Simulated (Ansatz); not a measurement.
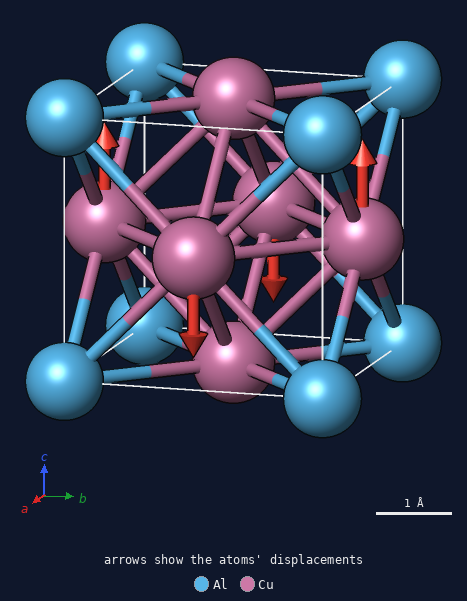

Lattice vibrations of solid AlCu3, space group Pm-3m (No. 221), at the zone centre. The optical levels lie at 165 (×3), 199 (×3), 303 (×3) cm⁻¹. One mode is drawn. Displacements are drawn as red arrows; their common scale and sign are arbitrary. A ball-and-stick model of the cell of the calculation, seen slightly off an axis.

Level of theory: Ansatz 0.2.0, DFT PBEsol, scalar-relativistic, plane waves, PAW. Settings: plane-wave cutoff 420 eV; k-point mesh 14 × 14 × 14; occupations gaussian; smearing width 0.15 eV; no spin polarisation.

> To which level does it belong?

The level at 165 cm⁻¹. This is the T₂u mode (triply degenerate; one member of the set is drawn), the lowest optical level, silent by symmetry (neither infrared- nor Raman-active). The Al atoms stay at rest; all motion is along c; atoms of one kind move against one another, with no net shift of their sublattice.
